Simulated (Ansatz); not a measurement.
System: SnO₂, space group Pbcn (No. 60).

Input file:
```
crystal:
  lattice:
    - [4.7034079188, 0.0, 0.0]
    - [0.0, 5.6949749535, 0.0]
    - [0.0, 0.0, 5.2042381974]
  atoms:
    - { symbol: Sn, position: [0.5, 0.6673127867, 0.75] }
    - { symbol: Sn, position: [0.0, 0.8326872133, 0.25] }
    - { symbol: Sn, position: [0.5, 0.3326872133, 0.25] }
    - { symbol: Sn, position: [0.0, 0.1673127867, 0.75] }
    - { symbol: O, position: [0.7310009882, 0.6049075021, 0.0776503296] }
    - { symbol: O, position: [0.2310009882, 0.8950924979, 0.9223496704] }
    - { symbol: O, position: [0.7689990118, 0.8950924979, 0.5776503296] }
    - { symbol: O, position: [0.2689990118, 0.6049075021, 0.4223496704] }
    - { symbol: O, position: [0.7310009882, 0.3950924979, 0.5776503296] }
    - { symbol: O, position: [0.2310009882, 0.1049075021, 0.4223496704] }
    - { symbol: O, position: [0.7689990118, 0.1049075021, 0.0776503296] }
    - { symbol: O, position: [0.2689990118, 0.3950924979, 0.9223496704] }
basis:
  ecutwfc: 420
kpoints:
  mp_grid: { grid: [6, 6, 6] }
hamiltonian:
  xc: lda
scf:
  occupations: { method: fixed }
output:
  eigenvalues: true
phonons:
  method: dfpt
  dielectric: true
  rigid_motions: translations
```

Command:
```bash
ansatz run input.yaml --threads 4 --pin off --max-ram 12288MiB --backend cpu --events-out ev --progress --plain --runs-dir out
```

Calculation (Ansatz 0.2.0): infrared-active and silent optical phonons at the zone centre of an insulator with atoms at rest in the given cell, intensity summed over the level, zero macroscopic field, imaginary frequencies are negative, field response on a mesh refined by the program; PAW. Level: LDA, no spin polarisation.

| setting | value |
| --- | --- |
| wave cutoff | 420 eV |
| k mesh | 6×6×6 |
| occupations | fixed |
| pressure | 0 GPa |

What does the calculation give for the infrared spectrum of the zone-centre phonons?

The strongest infrared line is at 514.6 cm⁻¹, followed by 590.1 (80 % of it), 543.3 (74 % of it) and 417.1 (70 % of it).

```tsv
frequency (cm⁻¹)	infrared ((D/Å)²/amu)
138.8	0
147.2	0
160.2	4.88
164.4	0
191.7	0
193.0	0.001
198.0	0
217.5	18.4
221.3	0
255.9	0
274.1	23.2
283.9	0
300.3	0
302.2	0
309.3	3.35
334.4	0
384.3	0
417.1	31.6
445.9	0
494.0	0
504.7	0
513.2	14.8
514.6	45
517.7	0
543.3	33.3
557.8	0
590.1	36.1
632.1	0
646.6	4.46
661.3	0
664.4	0
706.6	0
734.5	0
```

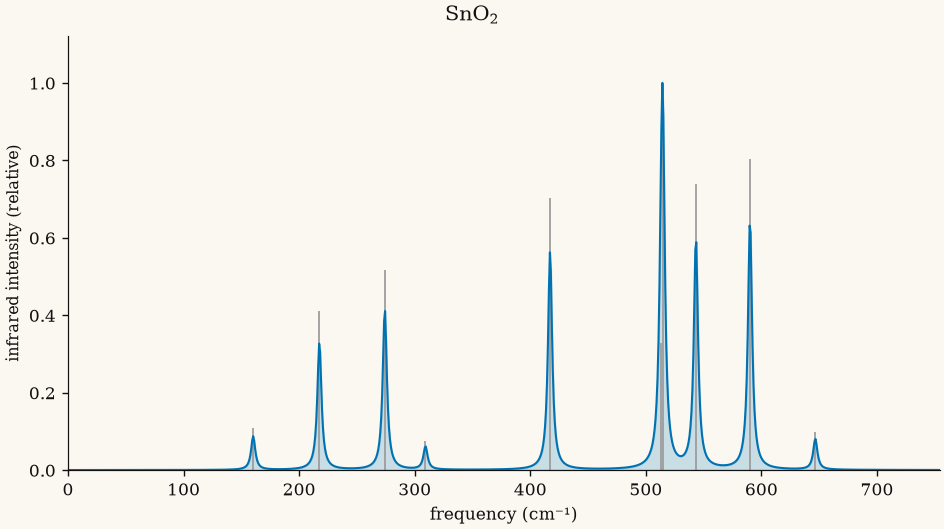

Lines are broadened by Lorentzians of 4.3 cm⁻¹ full width; the spectrum is scaled to its strongest line. These are zero-field (TO) frequencies; inactive modes don't show.

Note: field response not converged on the k mesh.
